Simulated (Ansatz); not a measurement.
System: TiPbO₃, space group P4mm (No. 99).

Structure:
```
Ti Pb O
1.0
     3.89920    0.00000    0.00000
     0.00000    3.89920    0.00000
     0.00000    0.00000    4.14990
Ti Pb O
1 1 3
Direct
  0.50000 0.50000 0.53820
  0.00000 0.00000 0.00000
  0.50000 0.50000 0.11300
  0.50000 0.00000 0.61500
  0.00000 0.50000 0.61500
```

Input of one of the runs behind the figure:
```
crystal:
  lattice:
    - [3.8992, 0.0, 0.0]
    - [0.0, 3.8992, 0.0]
    - [0.0, 0.0, 4.1499]
  atoms:
    - { symbol: Ti, position: [0.5, 0.5, 0.5382] }
    - { symbol: Pb, position: [0.0, 0.0, 0.0] }
    - { symbol: O, position: [0.5, 0.5, 0.113] }
    - { symbol: O, position: [0.5, 0.0, 0.615] }
    - { symbol: O, position: [0.0, 0.5, 0.615] }
kpoints:
  mp_grid: { grid: [9, 9, 8] }
  band_path:
    path:
      - [0.0, 0.0, 0.0]
      - [0.0, 0.5, 0.0]
      - [0.5, 0.5, 0.0]
      - [0.0, 0.0, 0.0]
      - [0.0, 0.0, 0.5]
      - [0.0, 0.5, 0.5]
      - [0.5, 0.5, 0.5]
      - [0.0, 0.0, 0.5]
      - [0.0, 0.5, 0.0]
    npoints: 14
scf:
  occupations: { method: fermi_dirac, width: 0.03 }
hamiltonian:
  xc: pbe
  pseudopotentials: { kind: paw }
output:
  forces: true
  stress: true
  eigenvalues: true
  efg: { contact_densities: true }
  populations: true
  bader: true
  dos: { projected: true, de: 0.2, e_range: [-14, 8] }
  write_density: true
  write_potential: true
  elf: true
  volumetric_format: npy
```

Command:
```bash
ansatz run input.yaml --threads 2 --pin off --max-ram 8192MiB --backend cpu --events-out ev --progress --plain --runs-dir out
```

Computed with Ansatz 0.2.0: periodic Kohn-Sham DFT of a crystal at fixed atoms, scaled to the stated factor times the given cell; pressure positive in compression. Level: PBE, no spin-orbit coupling.

- method: frozen-core PAW
- relativity: scalar
- k mesh: 9×9×8
- occupations: Fermi–Dirac
- smearing width: 0.03 eV
- wave cutoff: 420 eV
- PAW set: soft_2

V(given) is 12.62 Å³/atom.

Predict the pressure and largest field gradient Vzz against V/V(given). The V/V(given) takes the values 0.96, 0.99, 1.00, 1.02, 1.06.

The pressure falls from 13.4 GPa at V/V(given) 0.96 to −4.2 GPa at 1.06, and changes sign near 1.03. The largest field gradient Vzz rises from −4.800 1e21 V/m² at V/V(given) 0.96 to −3.694 1e21 V/m² at 1.06. The volume at zero pressure from a fit of the pressures is 13 Å³/atom. The bulk modulus from that fit is 161 GPa.

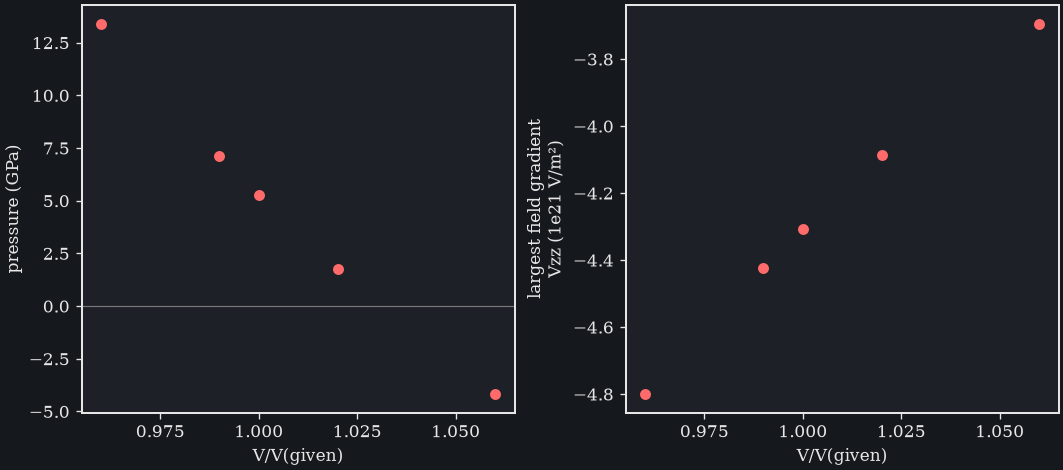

Limits of the calculation: field gradient without spin-orbit coupling on heavy atoms; no spin-orbit coupling on heavy atoms; shape and atomic fractions are frozen while scaling, which makes layered, chain and framework solids too stiff.
